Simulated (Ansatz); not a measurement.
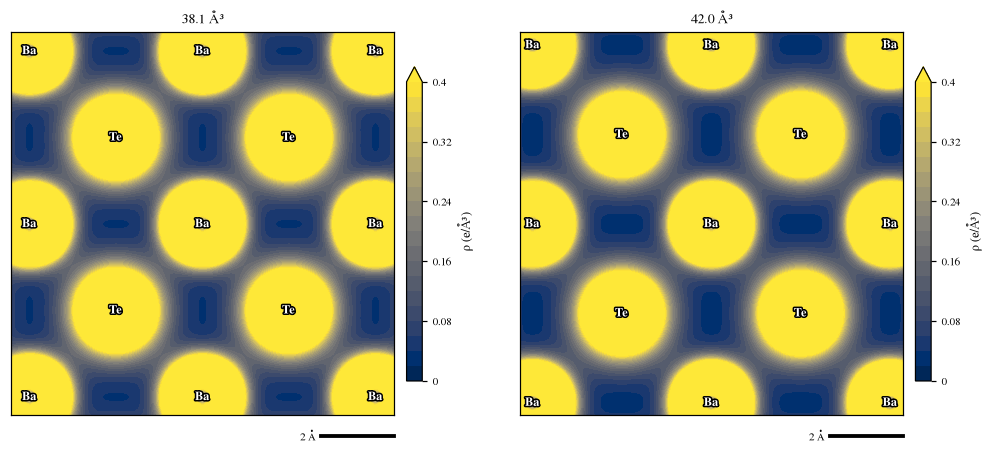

BaTe. The valence electron density of cells scaled evenly to different volumes (given per atom above each panel), on the (110) plane of each (indices in the axes of the cell below), at one length scale and on one colour scale.

Level of theory: Kohn-Sham DFT of a periodic cell, PBE, Ansatz PAW (Ansatz 0.2.0).

The density is the valence pseudo-density of a PAW calculation; it isn't the true density close to the nuclei.

The largest cell:

```cif
data_structure
_symmetry_space_group_name_H-M 'P 1'
_symmetry_Int_Tables_number 1
_cell_length_a 4.9171
_cell_length_b 4.9171
_cell_length_c 4.9171
_cell_angle_alpha 60.000
_cell_angle_beta 60.000
_cell_angle_gamma 60.000
_cell_volume 84.06
loop_
_atom_site_label
_atom_site_type_symbol
_atom_site_fract_x
_atom_site_fract_y
_atom_site_fract_z
_atom_site_occupancy
Ba1 Ba 0.00000 0.00000 0.00000 1
Te1 Te 0.50000 0.50000 0.50000 1
```

| volume (Å³/atom) | Ba–Te contact in the plane (Å) | ρ at its midpoint (e/Å³) | pressure (GPa) | gap on the mesh (eV) | 
| --- | --- | --- | --- | --- |
| 38.07 | 3.364 | 0.162 | 5.8 | 1.38 | 
| 40.44 | 3.433 | ? | ? | ? | 
| 42.03 | 3.477 | 0.137 | 1.5 | 1.61 | 

What values belong in the row with question marks?

Answer. Over the known rows ln ρ falls by 1.48 per Å of Ba–Te distance (the line through the two), which gives 0.146 e/Å³ at 3.433 Å; the calculation gives 0.146 e/Å³. For the pressure, a straight line in volume between the neighbouring rows gives 3.2 GPa; the calculation gives 3.0. For the gap on the mesh, a straight line in volume between the neighbouring rows gives 1.52 eV; the calculation gives 1.53.
